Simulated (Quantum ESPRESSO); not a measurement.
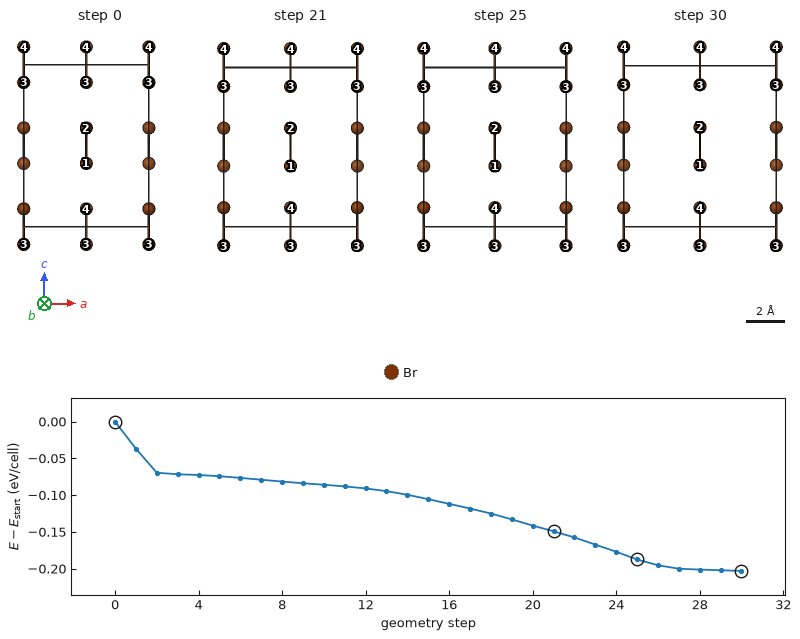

Frames of a relaxation of crystalline Br (set up in Cmce), marked on the history of the run. Style: ball-and-stick. Shown: the conventional cell (2 times the calculation's cell), along the b axis. Lengths and directions refer to the drawn axes.

The run lets cell and atoms move.

All numbers below come from Kohn-Sham DFT of a periodic cell, PBE, SSSP 1.3 efficiency PBE in Quantum ESPRESSO.

Input
```python
import numpy as np
from ase.calculators.espresso import Espresso, EspressoProfile
import spglib
from ase import Atoms
from ase.io import read

atoms = read('Br.cif')
cell, pos, num = spglib.standardize_cell((atoms.cell[:], atoms.get_scaled_positions(), atoms.numbers), to_primitive=True, symprec=1e-4)
atoms = Atoms(numbers=num, cell=cell, scaled_positions=pos, pbc=True)

input_data = {
    'control': {'calculation': 'scf', 'prefix': 'pwscf', 'outdir': './tmp', 'tprnfor': True, 'tstress': True, 'disk_io': 'low'},
    'system': {'ecutwfc': 55.0, 'ecutrho': 440.0, 'nbnd': 21, 'occupations': 'smearing', 'smearing': 'gaussian', 'degauss': 0.01469973},
    'electrons': {'conv_thr': 8e-10, 'electron_maxstep': 120, 'mixing_beta': 0.5},
}
pseudopotentials = {'Br': 'br_pbe_v1.4.uspp.F.UPF'}
profile = EspressoProfile(command='pw.x', pseudo_dir='pseudo')
dft = Espresso(profile=profile, input_data=input_data, pseudopotentials=pseudopotentials, kpts=(5, 5, 2), koffset=(0, 0, 0))
atoms.calc = dft

from ase.optimize import FIRE
from ase.filters import FrechetCellFilter
done = FIRE(FrechetCellFilter(atoms), trajectory='opt.traj').run(fmax=0.02, steps=30)
print('converged', done)
print('cell (A)', np.round(atoms.cell.cellpar(), 5))
print(f'energy {atoms.get_potential_energy():.8f} eV')
print('forces (eV/A)')
print(np.round(atoms.get_forces(), 6))
print('stress (eV/A^3, Voigt)')
print(np.round(atoms.get_stress(), 8))
print(f'Fermi level {dft.get_fermi_level():.4f} eV')
```

Run as
```bash
OMP_NUM_THREADS=1 python run.py
```

**What happens along the run?**

The relaxation stopped without meeting its thresholds, so the last structure isn't shown to be converged. The largest moves relative to the cell, 0.089 Å, are those of Br1, Br2, Br3 and Br4. Br4 goes along [0 2 1]. The volume changes by +11.9 %, with a 6.726 → 8.198 Å (+21.9 %), b 4.645 → 4.298 Å (−7.5 %), c 8.702 → 8.638 Å (−0.7 %). Among the contacts that change: Br1–Br2 2.287 → 2.400 Å. The space group stays Cmce (No. 64). After 30 geometry steps the energy has fallen by 0.203 eV per cell of the calculation. The largest force component goes from 0.84 to 0.05 eV/Å. The pressure goes from 2.00 to −0.01 GPa. From step 0 to 21: Br atoms move most (0.08 Å), volume +2.2 %, energy −0.149 eV per cell of the calculation. From step 21 to 25: Br atoms move most (0.03 Å), volume +3.9 %, energy −38.4 meV per cell of the calculation. From step 25 to 30: Br atoms move most (0.03 Å), volume +5.4 %, energy −15.6 meV per cell of the calculation.

| step | E − E(0), meV/atom | largest force component, eV/Å | pressure, GPa | volume, Å³/atom |
| --- | --- | --- | --- | --- |
| 0 | 0.00 | 0.8437 | 2.00 | 33.988 |
| 1 | -9.19 | 0.5887 | 1.36 | 34.096 |
| 2 | -17.36 | 0.2233 | 0.42 | 34.279 |
| 3 | -17.89 | 0.1586 | -0.46 | 34.483 |
| 4 | -18.12 | 0.1517 | -0.44 | 34.477 |
| 5 | -18.55 | 0.1382 | -0.38 | 34.464 |
| 6 | -19.12 | 0.1187 | -0.30 | 34.447 |
| 7 | -19.75 | 0.0940 | -0.20 | 34.425 |
| 8 | -20.37 | 0.0657 | -0.09 | 34.401 |
| 9 | -20.94 | 0.0648 | 0.02 | 34.378 |
| 10 | -21.46 | 0.1015 | 0.13 | 34.357 |
| 11 | -22.01 | 0.1337 | 0.23 | 34.341 |
| 12 | -22.70 | 0.1546 | 0.30 | 34.333 |
| 13 | -23.63 | 0.1578 | 0.33 | 34.337 |
| 14 | -24.86 | 0.1385 | 0.30 | 34.357 |
| 15 | -26.35 | 0.0960 | 0.21 | 34.395 |
| 16 | -27.94 | 0.0371 | 0.08 | 34.448 |
| 17 | -29.53 | 0.0245 | -0.03 | 34.511 |
| 18 | -31.23 | 0.0565 | -0.07 | 34.569 |
| 19 | -33.22 | 0.0562 | 0.00 | 34.617 |
| 21 | -37.26 | 0.0753 | 0.37 | 34.753 |
| 22 | -39.37 | 0.0845 | 0.41 | 34.934 |
| 23 | -41.80 | 0.0504 | 0.26 | 35.238 |
| 24 | -44.22 | 0.0975 | 0.08 | 35.649 |
| 25 | -46.86 | 0.0573 | 0.09 | 36.105 |
| 26 | -48.81 | 0.0565 | 0.24 | 36.629 |
| 27 | -50.00 | 0.0401 | 0.03 | 37.342 |
| 28 | -50.29 | 0.0960 | -0.20 | 38.110 |
| 29 | -50.50 | 0.0791 | -0.13 | 38.084 |
| 30 | -50.75 | 0.0501 | -0.01 | 38.041 |
